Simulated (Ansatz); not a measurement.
## Single-point calculation, with input and output: Ta15N13 (part 2 of 2)

The same run, continued: Ta15N13 (slab, 28 atoms in the cell); DFT, PBEsol, plane waves, PAW, no spin polarisation (Ansatz 0.2.0); cutoff 420 eV, 12×4×1 k-mesh, Gaussian smearing of 0.1 eV. The structure derives from an entry of the Crystallography Open Database.

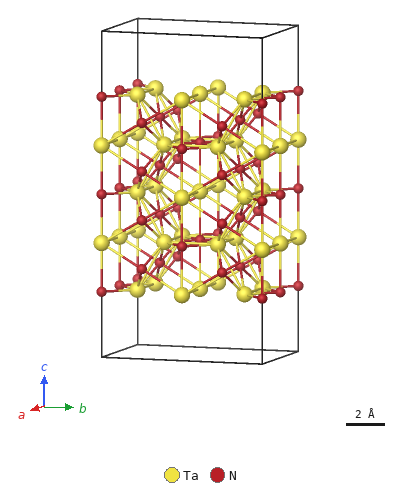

Fig. 1: The structure (ball-and-stick view of the 2 × 1 repeat of the cell, with the vacuum cut short, seen slightly off an axis). An atom can appear more than once, as a periodic image.

**What the program printed, continued**
```
--- Forces (eV/Å), atoms counted from 1 ---
  atom   1  Ta    -0.00000000     0.00000000     1.82340382
  atom   2  Ta    -0.00000000     0.34563052     1.27134200
  atom   3  Ta    -0.00000000    -0.34563052     1.27134200
  atom   4  N      0.00000000    -0.00000000    -1.39709179
  atom   5  N      0.00000000    -0.09875317    -1.07443892
  atom   6  N      0.00000000     0.09875317    -1.07443892
  atom   7  Ta     0.00000000    -0.00000000    -0.37149138
  atom   8  Ta    -0.00000000     0.12171005    -0.11691962
  atom   9  Ta     0.00000000    -0.12171005    -0.11691962
  atom  10  N      0.00000000    -0.00000000    -0.32769244
  atom  11  N     -0.00000000    -0.01741035     0.00947579
  atom  12  N      0.00000000     0.01741035     0.00947579
  atom  13  Ta     0.00000000     0.00000000    -0.00000010
  atom  14  Ta     0.00000000    -0.04178948     0.00000005
  atom  15  Ta    -0.00000000     0.04178948     0.00000005
  atom  16  N     -0.00000000    -0.00000000     0.00000007
  atom  17  N      0.00000000     0.01741031    -0.00947572
  atom  18  N      0.00000000    -0.01741031    -0.00947572
  atom  19  Ta    -0.00000000     0.00000000     0.37149128
  atom  20  Ta    -0.00000000     0.12171010     0.11691971
  atom  21  Ta     0.00000000    -0.12171010     0.11691971
  atom  22  N     -0.00000000    -0.00000000     0.32769282
  atom  23  N     -0.00000000     0.09875296     1.07443906
  atom  24  N     -0.00000000    -0.09875296     1.07443906
  atom  25  Ta     0.00000000     0.00000000    -1.82340403
  atom  26  Ta     0.00000000     0.34563053    -1.27134214
  atom  27  Ta     0.00000000    -0.34563053    -1.27134214
  atom  28  N     -0.00000000     0.00000000     1.39709204
  max |Σ_I F_I| component: 7.16e-7 eV/Å
--- Stress (GPa, compression-positive) ---
       -2.234771       0.000000       0.000000
        0.000000      -4.793457      -0.000000
        0.000000      -0.000000      -2.246398
  P = ⅓ Tr σ = -3.0915 GPa (-30.915 kbar)
--- Band table (eV; the first three rows and the last of 21) ---
  k-point 0: bands = ["-61.6431", "-61.6370", "-61.6274", "-61.6215", "-61.6169", "-61.6015", "-61.3753", "-61.3752", "-61.3660", "-61.3659", "-61.3545", "-61.3545", "-61.3188", "-61.1552", "-61.1552", "-28.6211", "-28.5888", "-28.5626", "-28.5552", "-28.5361", "-28.4606", "-28.3720", "-28.3719", "-28.2921", "-28.2563", "-28.1518", "-28.1348", "-28.1301", "-28.0792", "-28.0591", "-28.0510", "-27.9926", "-27.9904", "-27.9519", "-27.9319", "-27.9318", "-27.9256", "-27.9139", "-27.9059", "-27.8864", "-27.8837", "-27.8814", "-27.8805", "-27.8640", "-27.8416", "-27.8031", "-27.8003", "-27.7787", "-27.7774", "-27.5550", "-27.5550", "-27.5199", "-27.5199", "-27.4739", "-27.4739", "-27.1674", "-27.1667", "-27.0828", "-26.9589", "-26.9589", "-10.6819", "-10.1774", "-9.7120", "-9.5248", "-9.2342", "-8.9020", "-8.8499", "-8.5517", "-7.9007", "-7.6069", "-7.5962", "-7.4824", "-7.4625", "-2.4376", "-1.5569", "-1.1132", "-0.9162", "-0.6181", "-0.4409", "-0.3400", "-0.0695", "0.4041", "0.4341", "0.5515", "0.7952", "1.0666", "1.2585", "1.2605", "1.2959", "1.3315", "1.3688", "1.4147", "1.4173", "1.4914", "1.5682", "1.5868", "1.7657", "1.8417", "2.1504", "2.3131", "2.3657", "2.3927", "2.5595", "2.7358", "2.7430", "2.7983", "3.3586", "3.3914", "4.0404", "4.0688", "4.1417", "4.2220", "4.4579", "4.4773", "4.5054", "4.6076", "4.6164", "5.1510", "5.7630", "5.9766", "6.0460", "6.1522", "6.2825", "6.3737", "6.4106", "6.5106", "6.5685", "6.5748", "6.8277", "6.8827", "7.0598", "7.5435", "7.8244", "8.2009", "8.3591", "8.4040", "8.4333", "8.5177", "8.5697", "8.6030", "8.9100", "8.9420", "9.0274", "9.2464", "9.2628", "9.3547", "9.4354", "9.4998", "9.5013", "9.6320", "9.6451", "9.6696", "9.7165", "9.9011", "9.9027", "9.9986", "10.1855", "10.2065"]
  k-point 1: bands = ["-61.6421", "-61.6369", "-61.6304", "-61.6215", "-61.6140", "-61.6024", "-61.3753", "-61.3752", "-61.3660", "-61.3659", "-61.3546", "-61.3546", "-61.3188", "-61.1552", "-61.1552", "-28.6260", "-28.5930", "-28.5666", "-28.5646", "-28.5356", "-28.4585", "-28.3984", "-28.3767", "-28.2386", "-28.2294", "-28.1495", "-28.1291", "-28.1217", "-28.1022", "-28.0486", "-28.0438", "-28.0071", "-28.0039", "-27.9479", "-27.9392", "-27.9381", "-27.9253", "-27.9186", "-27.9068", "-27.9051", "-27.8808", "-27.8751", "-27.8740", "-27.8674", "-27.8454", "-27.8027", "-27.8006", "-27.7606", "-27.7594", "-27.5673", "-27.5671", "-27.5196", "-27.5196", "-27.4741", "-27.4741", "-27.1673", "-27.1667", "-27.0828", "-26.9589", "-26.9589", "-10.5941", "-10.1210", "-9.9934", "-9.4494", "-9.3961", "-8.7504", "-8.6740", "-8.4804", "-7.9761", "-7.7260", "-7.5841", "-7.4941", "-7.4751", "-2.2127", "-1.4142", "-1.0396", "-0.9206", "-0.8882", "-0.5612", "-0.3513", "-0.2494", "-0.0823", "0.2425", "0.7866", "0.9814", "1.0622", "1.2150", "1.2949", "1.3413", "1.3828", "1.4005", "1.4421", "1.5304", "1.7260", "1.7368", "1.7762", "1.8349", "1.9777", "2.0673", "2.0699", "2.3954", "2.5603", "2.6688", "2.7128", "2.7268", "3.0335", "3.2766", "3.3902", "3.7159", "3.8857", "3.9643", "3.9943", "4.0934", "4.2387", "4.5156", "4.5893", "4.6090", "5.5624", "5.8361", "5.8747", "5.9803", "5.9991", "6.3221", "6.3403", "6.4351", "6.4968", "6.6380", "6.7314", "6.9834", "7.1644", "7.2175", "7.7611", "7.8210", "7.8733", "7.9822", "8.2757", "8.5715", "8.6707", "8.7050", "8.7290", "8.9110", "8.9191", "9.0899", "9.1844", "9.2766", "9.3251", "9.3284", "9.4964", "9.5243", "9.5674", "9.6488", "9.6517", "9.6536", "9.9819", "10.0604", "10.1502", "10.1833", "10.2278"]
  k-point 2: bands = ["-61.6406", "-61.6369", "-61.6332", "-61.6216", "-61.6112", "-61.6038", "-61.3753", "-61.3752", "-61.3660", "-61.3659", "-61.3546", "-61.3546", "-61.3188", "-61.1552", "-61.1552", "-28.6320", "-28.5954", "-28.5755", "-28.5643", "-28.5402", "-28.4574", "-28.4111", "-28.3805", "-28.1923", "-28.1879", "-28.1487", "-28.1440", "-28.1283", "-28.0917", "-28.0408", "-28.0380", "-28.0267", "-28.0233", "-27.9460", "-27.9442", "-27.9395", "-27.9319", "-27.9251", "-27.9213", "-27.9009", "-27.8810", "-27.8744", "-27.8707", "-27.8611", "-27.8534", "-27.8023", "-27.8006", "-27.7410", "-27.7399", "-27.5819", "-27.5815", "-27.5194", "-27.5194", "-27.4743", "-27.4743", "-27.1673", "-27.1667", "-27.0828", "-26.9588", "-26.9588", "-10.3677", "-10.3245", "-10.0401", "-9.6195", "-9.3387", "-8.7436", "-8.4771", "-8.1967", "-8.0895", "-8.0032", "-7.5728", "-7.4874", "-7.4843", "-1.6420", "-1.6261", "-1.1719", "-0.9520", "-0.7761", "-0.7635", "-0.5665", "-0.3208", "-0.1147", "0.0144", "0.7634", "0.8703", "1.0196", "1.2936", "1.3455", "1.3922", "1.4933", "1.5240", "1.5720", "1.7089", "1.7203", "1.7767", "1.8851", "1.9478", "1.9851", "2.1519", "2.2258", "2.5080", "2.6101", "2.7304", "2.7580", "2.8674", "2.9067", "3.1253", "3.4720", "3.5219", "3.6268", "3.6695", "3.7919", "3.8763", "4.0410", "4.5110", "4.5819", "4.6068", "5.7055", "5.8761", "5.8920", "5.9161", "5.9324", "6.3210", "6.3270", "6.3453", "6.5916", "6.8624", "6.8793", "7.0187", "7.3256", "7.4095", "7.4907", "7.5677", "8.0666", "8.1627", "8.3218", "8.4187", "8.7604", "8.8374", "8.8705", "8.9707", "8.9944", "9.1068", "9.1361", "9.1833", "9.2654", "9.3882", "9.3959", "9.4045", "9.5305", "9.5517", "9.5839", "9.6839", "9.9291", "10.0314", "10.1508", "10.1594", "10.1918"]
  k-point 20: bands = ["-61.5920", "-61.5885", "-61.5846", "-61.5735", "-61.5633", "-61.5559", "-61.3324", "-61.3324", "-61.3246", "-61.3246", "-61.3095", "-61.3095", "-61.2801", "-61.1165", "-61.1165", "-28.8837", "-28.8779", "-28.8654", "-28.7776", "-28.7491", "-28.7369", "-28.4346", "-28.4000", "-28.3940", "-28.3868", "-28.3698", "-28.3692", "-28.3536", "-28.3040", "-28.2853", "-28.2852", "-28.2466", "-28.2362", "-28.0758", "-28.0494", "-28.0100", "-27.9936", "-27.9853", "-27.9609", "-27.9150", "-27.9082", "-27.9001", "-27.8994", "-27.8978", "-27.8957", "-27.8748", "-27.8747", "-27.8725", "-27.8676", "-27.7818", "-27.7810", "-27.7475", "-27.7473", "-27.7211", "-27.6758", "-27.6758", "-27.5768", "-27.5767", "-27.5274", "-27.5274", "-8.6989", "-8.6585", "-8.6543", "-8.6467", "-8.5789", "-8.5466", "-8.4353", "-8.4227", "-8.1152", "-8.0892", "-8.0817", "-8.0384", "-8.0173", "-1.2009", "-1.1662", "-1.0004", "-0.5088", "-0.3858", "-0.2691", "-0.2259", "-0.2225", "-0.1915", "-0.0482", "-0.0059", "0.3173", "0.4854", "0.5662", "0.6608", "0.6767", "0.6796", "0.7061", "0.7327", "0.7481", "0.9124", "0.9889", "1.0292", "1.3998", "1.5124", "1.6445", "2.4390", "2.5563", "2.8884", "2.8931", "3.2285", "3.2763", "3.5403", "3.6932", "4.0525", "4.1288", "4.1946", "4.1983", "4.2009", "4.2293", "4.2890", "4.3311", "4.3566", "4.4848", "4.7796", "4.9883", "5.1939", "5.6526", "5.8416", "6.3971", "6.9326", "7.0060", "7.2069", "7.2460", "7.5530", "7.5902", "7.6529", "7.6616", "8.4282", "8.5737", "8.6326", "8.6695", "8.7829", "8.9522", "9.0358", "9.1542", "9.1668", "9.2457", "9.3448", "9.3565", "9.3760", "9.4278", "9.4695", "9.6887", "9.7090", "10.0252", "10.3465", "10.3515", "10.4131", "10.4994", "10.5370", "10.5475", "10.5960", "10.8493", "11.1816"]
```

**Summary**

| quantity | value |
| --- | --- |
| outcome | converged |
| electrons treated | 260 |
| free energy | −152032.2817 eV |
| Fermi energy | 7.472 eV |
| gap on the k-point mesh | none (metallic) |
| largest force (length of the vector) | 1.823 eV/Å |
| hardware | 4 threads of Intel Xeon (Granite Rapids), 32 GiB of memory available, shared host |
| wall time | 32 s (CPU time 2.1 min) |
| peak memory | 2.9 GiB |

**Remarks**

Settings chosen away from the usual ones: scf.lower_state_search set to light. Spin–orbit coupling is left out, which matters for Ta.
